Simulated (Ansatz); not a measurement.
**HfO₂: geometry relaxation (part 3 of 3)**

HfO₂ (slab, 24 atoms in the cell); DFT PBE+D3(BJ), scalar-relativistic, plane waves, PAW, no spin polarisation (Ansatz 0.2.0); cutoff 420 eV, 2×3×1 k-mesh, Gaussian smearing of 0.05 eV. The structure derives from a Materials Project entry. The input holds or restrains some coordinates. Forces given for the steps count only the free coordinates. It belongs to a series of runs on one base structure; here: clean slab, lower planes held.

Geometry of the input (Å; fractional positions):
```
7.1747  0.0000  0.0000
0.0000  6.3274  0.0000
0.0000  0.0000  20.7433
O  0.2500  0.5267  0.3857
O  0.7500  0.5267  0.3857
O  0.0000  0.9554  0.4006
O  0.5000  0.9554  0.4006
Hf 0.2500  0.8214  0.4288
Hf 0.7500  0.8214  0.4288
Hf 0.0000  0.3214  0.4288
Hf 0.5000  0.3214  0.4288
O  0.2500  0.1875  0.4569
O  0.7500  0.1875  0.4569
O  0.0000  0.6161  0.4719
O  0.5000  0.6161  0.4719
O  0.2500  0.8482  0.5281
O  0.7500  0.8482  0.5281
O  0.0000  0.2768  0.5431
O  0.5000  0.2768  0.5431
Hf 0.2500  0.1429  0.5712
Hf 0.7500  0.1429  0.5712
Hf 0.0000  0.6429  0.5712
Hf 0.5000  0.6429  0.5712
O  0.2500  0.5089  0.5994
O  0.7500  0.5089  0.5994
O  0.0000  0.9376  0.6143
O  0.5000  0.9376  0.6143
```

Output, continued:
```
--- Relaxed structure (7 steps of the walk, 7 accepted, 0 SCFs on fresh bases) ---
  F+E_penalty+E_count = -134889.41403235 eV   max|allowed force component| = 8.078e-3 eV/Å
  atoms:
    - { symbol: O, position: [0.25, 0.5267463581000001, 0.38566691160000005] }
    - { symbol: O, position: [0.7500000000000001, 0.5267463581000001, 0.38566691160000005] }
    - { symbol: O, position: [0.0, 0.9554113498000003, 0.4006432645] }
    - { symbol: O, position: [0.5, 0.9554113498000003, 0.4006432645] }
    - { symbol: Hf, position: [0.25, 0.8214384719000002, 0.42877005870000007] }
    - { symbol: Hf, position: [0.7500000000000001, 0.8214384719000002, 0.42877005870000007] }
    - { symbol: Hf, position: [0.0, 0.32143847190000013, 0.42877005870000007] }
    - { symbol: Hf, position: [0.5, 0.32143847190000013, 0.42877005870000007] }
    - { symbol: O, position: [0.25, 0.18746559400000007, 0.45689685290000004] }
    - { symbol: O, position: [0.7500000000000001, 0.18746559400000007, 0.45689685290000004] }
    - { symbol: O, position: [0.0, 0.6161305857000002, 0.4718732058] }
    - { symbol: O, position: [0.5, 0.6161305857000002, 0.4718732058] }
    - { symbol: O, position: [0.25, 0.843451457492985, 0.526846284132567] }
    - { symbol: O, position: [0.7500000000000001, 0.843451457492985, 0.526846284132567] }
    - { symbol: O, position: [-1.2104188349208529e-20, 0.2767261972517689, 0.5334924436939683] }
    - { symbol: O, position: [0.5, 0.2767261972517689, 0.5334924436939683] }
    - { symbol: Hf, position: [0.25, 0.1442602961727795, 0.564396288064492] }
    - { symbol: Hf, position: [0.7500000000000001, 0.1442602961727795, 0.564396288064492] }
    - { symbol: Hf, position: [1.4437342244706273e-18, 0.6576223229814424, 0.5700207485522586] }
    - { symbol: Hf, position: [0.5, 0.6576223229814424, 0.5700207485522586] }
    - { symbol: O, position: [0.25, 0.4994792101745431, 0.5996489823980103] }
    - { symbol: O, position: [0.7500000000000001, 0.4994792101745431, 0.5996489823980103] }
    - { symbol: O, position: [2.091875135041837e-18, 0.9589341340410831, 0.6098484855858278] }
    - { symbol: O, position: [0.5, 0.9589341340410831, 0.6098484855858278] }
```

Trajectory as extended XYZ (Å, eV, eV/Å), 7 frames, from step=1 to step=7:
```
24
Lattice="7.1747 0.0000 0.0000 0.0000 6.3274 0.0000 0.0000 0.0000 20.7433" Properties=species:S:1:pos:R:3:forces:R:3 step=1 energy=-134888.90654
O     1.7937    3.3329    8.0000    0.0000  -0.7053  -0.1161
O     5.3810    3.3329    8.0000    0.0000  -0.7053  -0.1161
O     0.0000    6.0453    8.3107    0.0000   0.9036  -0.6771
O     3.5874    6.0453    8.3107    0.0000   0.9036  -0.6771
Hf    1.7937    5.1976    8.8941    0.0000  -1.3521   0.4080
Hf    5.3810    5.1976    8.8941    0.0000  -1.3521   0.4080
Hf    0.0000    2.0339    8.8941    0.0000   1.4432   0.6014
Hf    3.5874    2.0339    8.8941    0.0000   1.4432   0.6014
O     1.7937    1.1862    9.4775    0.0000   0.0140   0.6035
O     5.3810    1.1862    9.4775    0.0000   0.0140   0.6035
O     0.0000    3.8985    9.7882    0.0000  -0.2665   0.4982
O     3.5874    3.8985    9.7882    0.0000  -0.2665   0.4982
O     1.7937    5.3668   10.9551    0.0000   0.2665  -0.4982
O     5.3810    5.3668   10.9551    0.0000   0.2665  -0.4982
O     0.0000    1.7517   11.2657    0.0000  -0.0140  -0.6035
O     3.5874    1.7517   11.2657    0.0000  -0.0140  -0.6035
Hf    1.7937    0.9040   11.8492    0.0000  -1.4432  -0.6014
Hf    5.3810    0.9040   11.8492    0.0000  -1.4432  -0.6014
Hf    0.0000    4.0678   11.8492    0.0000   1.3521  -0.4079
Hf    3.5874    4.0678   11.8492    0.0000   1.3521  -0.4079
O     1.7937    3.2201   12.4326    0.0000  -0.9036   0.6771
O     5.3810    3.2201   12.4326    0.0000  -0.9036   0.6771
O     0.0000    5.9324   12.7433    0.0000   0.7053   0.1161
O     3.5874    5.9324   12.7433    0.0000   0.7053   0.1161
24
Lattice="7.1747 0.0000 0.0000 0.0000 6.3274 0.0000 0.0000 0.0000 20.7433" Properties=species:S:1:pos:R:3:forces:R:3 step=2 energy=-134889.24745
O     1.7937    3.3329    8.0000    0.0000  -0.6804  -0.0866
O     5.3810    3.3329    8.0000    0.0000  -0.6804  -0.0866
O     0.0000    6.0453    8.3107    0.0000   0.9054  -0.6392
O     3.5874    6.0453    8.3107    0.0000   0.9054  -0.6392
Hf    1.7937    5.1976    8.8941    0.0000  -1.6907  -0.7419
Hf    5.3810    5.1976    8.8941    0.0000  -1.6907  -0.7419
Hf    0.0000    2.0339    8.8941    0.0000   1.5152   0.8332
Hf    3.5874    2.0339    8.8941    0.0000   1.5152   0.8332
O     1.7937    1.1862    9.4775    0.0000  -0.3324   0.4185
O     5.3810    1.1862    9.4775    0.0000  -0.3324   0.4185
O     0.0000    3.8985    9.7882    0.0000  -0.0002   0.6755
O     3.5874    3.8985    9.7882    0.0000  -0.0002   0.6755
O     1.7937    5.3252   10.9062    0.0000   0.0447   0.5776
O     5.3810    5.3252   10.9062    0.0000   0.0447   0.5776
O     0.0000    1.7335   11.1847    0.0000  -0.0825  -0.6592
O     3.5874    1.7335   11.1847    0.0000  -0.0825  -0.6592
Hf    1.7937    0.8331   11.7524    0.0000   0.6821   0.1492
Hf    5.3810    0.8331   11.7524    0.0000   0.6821   0.1492
Hf    0.0000    4.1289   11.8575    0.0000  -0.4185  -0.0347
Hf    3.5874    4.1289   11.8575    0.0000  -0.4185  -0.0347
O     1.7937    3.1595   12.4664    0.0000   0.3294  -0.0038
O     5.3810    3.1595   12.4664    0.0000   0.3294  -0.0038
O     0.0000    6.0234   12.7429    0.0000  -0.2706  -0.4845
O     3.5874    6.0234   12.7429    0.0000  -0.2706  -0.4845
24
Lattice="7.1747 0.0000 0.0000 0.0000 6.3274 0.0000 0.0000 0.0000 20.7433" Properties=species:S:1:pos:R:3:forces:R:3 step=3 energy=-134889.37156
O     1.7937    3.3329    8.0000    0.0000  -0.6696  -0.0629
O     5.3810    3.3329    8.0000    0.0000  -0.6696  -0.0629
O     0.0000    6.0453    8.3107    0.0000   0.9067  -0.6452
O     3.5874    6.0453    8.3107    0.0000   0.9067  -0.6452
Hf    1.7937    5.1976    8.8941    0.0000  -1.6354  -0.5501
Hf    5.3810    5.1976    8.8941    0.0000  -1.6354  -0.5501
Hf    0.0000    2.0339    8.8941    0.0000   1.4912   0.6933
Hf    3.5874    2.0339    8.8941    0.0000   1.4912   0.6933
O     1.7937    1.1862    9.4775    0.0000  -0.3231   0.3220
O     5.3810    1.1862    9.4775    0.0000  -0.3231   0.3220
O     0.0000    3.8985    9.7882    0.0000   0.1482   0.6019
O     3.5874    3.8985    9.7882    0.0000   0.1482   0.6019
O     1.7937    5.3462   10.9148    0.0000  -0.1786   0.2045
O     5.3810    5.3462   10.9148    0.0000  -0.1786   0.2045
O     0.0000    1.7478   11.1344    0.0000   0.0567  -0.3471
O     3.5874    1.7478   11.1344    0.0000   0.0567  -0.3471
Hf    1.7937    0.8696   11.7333    0.0000   0.2055   0.0237
Hf    5.3810    0.8696   11.7333    0.0000   0.2055   0.0237
Hf    0.0000    4.1288   11.8461    0.0000   0.0157  -0.1149
Hf    3.5874    4.1288   11.8461    0.0000   0.0157  -0.1149
O     1.7937    3.1814   12.4731    0.0000   0.0380  -0.0492
O     5.3810    3.1814   12.4731    0.0000   0.0380  -0.0492
O     0.0000    6.0369   12.6802    0.0000  -0.0564  -0.0748
O     3.5874    6.0369   12.6802    0.0000  -0.0564  -0.0748
24
Lattice="7.1747 0.0000 0.0000 0.0000 6.3274 0.0000 0.0000 0.0000 20.7433" Properties=species:S:1:pos:R:3:forces:R:3 step=4 energy=-134889.41161
O     1.7937    3.3329    8.0000    0.0000  -0.5982  -0.0321
O     5.3810    3.3329    8.0000    0.0000  -0.5982  -0.0321
O     0.0000    6.0453    8.3107    0.0000   0.8747  -0.6400
O     3.5874    6.0453    8.3107    0.0000   0.8747  -0.6400
Hf    1.7937    5.1976    8.8941    0.0000  -1.6352  -0.4063
Hf    5.3810    5.1976    8.8941    0.0000  -1.6352  -0.4063
Hf    0.0000    2.0339    8.8941    0.0000   1.4095   0.5300
Hf    3.5874    2.0339    8.8941    0.0000   1.4095   0.5300
O     1.7937    1.1862    9.4775    0.0000  -0.4326   0.1453
O     5.3810    1.1862    9.4775    0.0000  -0.4326   0.1453
O     0.0000    3.8985    9.7882    0.0000   0.3917   0.4717
O     3.5874    3.8985    9.7882    0.0000   0.3917   0.4717
O     1.7937    5.3403   10.9330    0.0000  -0.0334  -0.0439
O     5.3810    5.3403   10.9330    0.0000  -0.0334  -0.0439
O     0.0000    1.7434   11.0644    0.0000   0.0216   0.0028
O     3.5874    1.7434   11.0644    0.0000   0.0216   0.0028
Hf    1.7937    0.9141   11.7137    0.0000   0.0449  -0.0304
Hf    5.3810    0.9141   11.7137    0.0000   0.0449  -0.0304
Hf    0.0000    4.1669   11.8239    0.0000  -0.0004  -0.0023
Hf    3.5874    4.1669   11.8239    0.0000  -0.0004  -0.0023
O     1.7937    3.1580   12.4266    0.0000   0.0221   0.0622
O     5.3810    3.1580   12.4266    0.0000   0.0221   0.0622
O     0.0000    6.0722   12.6630    0.0000  -0.0655  -0.0551
O     3.5874    6.0722   12.6630    0.0000  -0.0655  -0.0551
24
Lattice="7.1747 0.0000 0.0000 0.0000 6.3274 0.0000 0.0000 0.0000 20.7433" Properties=species:S:1:pos:R:3:forces:R:3 step=5 energy=-134889.41279
O     1.7937    3.3329    8.0000    0.0000  -0.6375  -0.0346
O     5.3810    3.3329    8.0000    0.0000  -0.6375  -0.0346
O     0.0000    6.0453    8.3107    0.0000   0.9018  -0.6371
O     3.5874    6.0453    8.3107    0.0000   0.9018  -0.6371
Hf    1.7937    5.1976    8.8941    0.0000  -1.6594  -0.4716
Hf    5.3810    5.1976    8.8941    0.0000  -1.6594  -0.4716
Hf    0.0000    2.0339    8.8941    0.0000   1.4782   0.4992
Hf    3.5874    2.0339    8.8941    0.0000   1.4782   0.4992
O     1.7937    1.1862    9.4775    0.0000  -0.4336   0.1938
O     5.3810    1.1862    9.4775    0.0000  -0.4336   0.1938
O     0.0000    3.8985    9.7882    0.0000   0.3423   0.3860
O     3.5874    3.8985    9.7882    0.0000   0.3423   0.3860
O     1.7937    5.3353   10.9245    0.0000   0.0383   0.0345
O     5.3810    5.3353   10.9245    0.0000   0.0383   0.0345
O     0.0000    1.7556   11.0696    0.0000  -0.0299   0.0017
O     3.5874    1.7556   11.0696    0.0000  -0.0299   0.0017
Hf    1.7937    0.9105   11.7061    0.0000  -0.0265   0.0043
Hf    5.3810    0.9105   11.7061    0.0000  -0.0265   0.0043
Hf    0.0000    4.1570   11.8228    0.0000  -0.0097   0.0389
Hf    3.5874    4.1570   11.8228    0.0000  -0.0097   0.0389
O     1.7937    3.1655   12.4445    0.0000  -0.0424  -0.0297
O     5.3810    3.1655   12.4445    0.0000  -0.0424  -0.0297
O     0.0000    6.0611   12.6454    0.0000   0.0784   0.0146
O     3.5874    6.0611   12.6454    0.0000   0.0784   0.0146
24
Lattice="7.1747 0.0000 0.0000 0.0000 6.3274 0.0000 0.0000 0.0000 20.7433" Properties=species:S:1:pos:R:3:forces:R:3 step=6 energy=-134889.41398
O     1.7937    3.3329    8.0000    0.0000  -0.6203  -0.0335
O     5.3810    3.3329    8.0000    0.0000  -0.6203  -0.0335
O     0.0000    6.0453    8.3107    0.0000   0.8910  -0.6383
O     3.5874    6.0453    8.3107    0.0000   0.8910  -0.6383
Hf    1.7937    5.1976    8.8941    0.0000  -1.6562  -0.4365
Hf    5.3810    5.1976    8.8941    0.0000  -1.6562  -0.4365
Hf    0.0000    2.0339    8.8941    0.0000   1.4564   0.5046
Hf    3.5874    2.0339    8.8941    0.0000   1.4564   0.5046
O     1.7937    1.1862    9.4775    0.0000  -0.4383   0.1704
O     5.3810    1.1862    9.4775    0.0000  -0.4383   0.1704
O     0.0000    3.8985    9.7882    0.0000   0.3720   0.4463
O     3.5874    3.8985    9.7882    0.0000   0.3720   0.4463
O     1.7937    5.3371   10.9285    0.0000  -0.0028   0.0072
O     5.3810    5.3371   10.9285    0.0000  -0.0028   0.0072
O     0.0000    1.7513   11.0656    0.0000  -0.0016   0.0067
O     3.5874    1.7513   11.0656    0.0000  -0.0016   0.0067
Hf    1.7937    0.9134   11.7077    0.0000  -0.0018  -0.0095
Hf    5.3810    0.9134   11.7077    0.0000  -0.0018  -0.0095
Hf    0.0000    4.1615   11.8250    0.0000   0.0038  -0.0301
Hf    3.5874    4.1615   11.8250    0.0000   0.0038  -0.0301
O     1.7937    3.1598   12.4379    0.0000   0.0073   0.0091
O     5.3810    3.1598   12.4379    0.0000   0.0073   0.0091
O     0.0000    6.0690   12.6501    0.0000  -0.0097   0.0036
O     3.5874    6.0690   12.6501    0.0000  -0.0097   0.0036
24
Lattice="7.1747 0.0000 0.0000 0.0000 6.3274 0.0000 0.0000 0.0000 20.7433" Properties=species:S:1:pos:R:3:forces:R:3 step=7 energy=-134889.41403
O     1.7937    3.3329    8.0000    0.0000  -0.6212  -0.0335
O     5.3810    3.3329    8.0000    0.0000  -0.6212  -0.0335
O     0.0000    6.0453    8.3107    0.0000   0.8914  -0.6381
O     3.5874    6.0453    8.3107    0.0000   0.8914  -0.6381
Hf    1.7937    5.1976    8.8941    0.0000  -1.6553  -0.4351
Hf    5.3810    5.1976    8.8941    0.0000  -1.6553  -0.4351
Hf    0.0000    2.0339    8.8941    0.0000   1.4560   0.5077
Hf    3.5874    2.0339    8.8941    0.0000   1.4560   0.5077
O     1.7937    1.1862    9.4775    0.0000  -0.4374   0.1699
O     5.3810    1.1862    9.4775    0.0000  -0.4374   0.1699
O     0.0000    3.8985    9.7882    0.0000   0.3661   0.4307
O     3.5874    3.8985    9.7882    0.0000   0.3661   0.4307
O     1.7937    5.3369   10.9285    0.0000  -0.0021  -0.0065
O     5.3810    5.3369   10.9285    0.0000  -0.0021  -0.0065
O     0.0000    1.7510   11.0664    0.0000   0.0021  -0.0044
O     3.5874    1.7510   11.0664    0.0000   0.0021  -0.0044
Hf    1.7937    0.9128   11.7074    0.0000  -0.0014   0.0081
Hf    5.3810    0.9128   11.7074    0.0000  -0.0014   0.0081
Hf    0.0000    4.1611   11.8241    0.0000   0.0007   0.0057
Hf    3.5874    4.1611   11.8241    0.0000   0.0007   0.0057
O     1.7937    3.1604   12.4387    0.0000   0.0006  -0.0021
O     5.3810    3.1604   12.4387    0.0000   0.0006  -0.0021
O     0.0000    6.0676   12.6503    0.0000   0.0006  -0.0024
O     3.5874    6.0676   12.6503    0.0000   0.0006  -0.0024
```

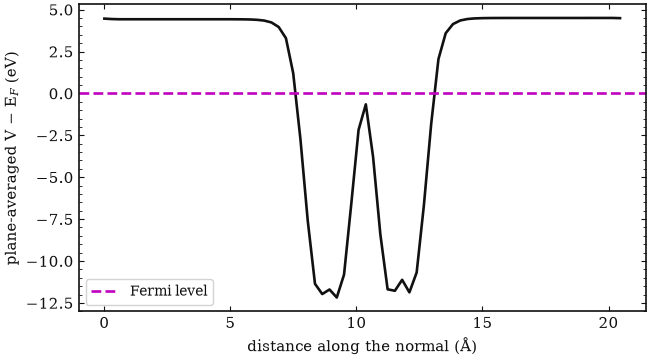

*Plane average of the electrostatic potential energy of an electron across the cell, from the Fermi level.*

The vacuum level lies 4.50 eV above the Fermi level on the upper side and 4.43 eV on the lower.

Summary:

```csv
quantity,value
outcome,converged under the restraints of the input
electrons treated,304
free energy,−134889.4140 eV
"work function, top face",4.50 eV
"work function, bottom face",4.43 eV
Fermi energy,1.735 eV
gap on the k-point mesh,3.82 eV
final volume,941.69 Å³
work function (upper face),4.50 eV
"largest force (length of the vector) at the end, held atoms and coordinates included",1.712 eV/Å
wall time,2.5 min (CPU time 8 min)
peak memory,2.6 GiB
```

Remarks:

Spin–orbit coupling is left out, which matters for Hf.
